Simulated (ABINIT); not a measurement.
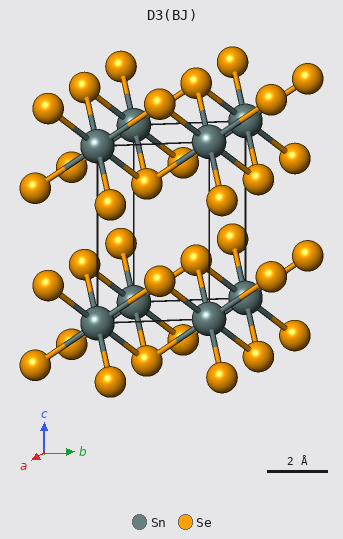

Crystalline SnSe2 (set up in P-3m1), relaxed (cell and atoms) with several dispersion corrections. The picture shows the result with D3(BJ). The picture is a ball-and-stick view of the cell of the calculation, seen slightly off an axis.

Computed with ABINIT 10.8.3: PBE, JTH PAW PBE v2.0. Settings: plane-wave cutoff 598.7 eV; k-point mesh 5 × 5 × 3; occupations fermi-dirac; smearing width 0.05 eV; optimiser BFGS; force threshold 0.05 eV/Å; no spin polarisation.

| dispersion correction | volume (Å³/atom) | a (Å) | c (Å) |
| --- | --- | --- | --- |
| D3(BJ) | 25.881 | 3.838 | 6.088 |
| D4 | 25.833 | 3.836 | 6.083 |
| none | ? | ? | ? |
| D3 | 26.739 | 3.857 | 6.228 |

**One row is withheld. What does the calculation give there?**

With none the volume is the largest of the series, above D3 (26.739). The calculation gives 30.103 Å³/atom (a = 3.879 Å, c = 6.930 Å). In order of volume: D4 < D3(BJ) < D3 < none; the spread is 16.5 %.

Each member starts from this one structure; whether another phase lies lower wasn't checked.

Limits of the set-up: layers or molecules are held without a dispersion correction, so their spacing is unreliable.
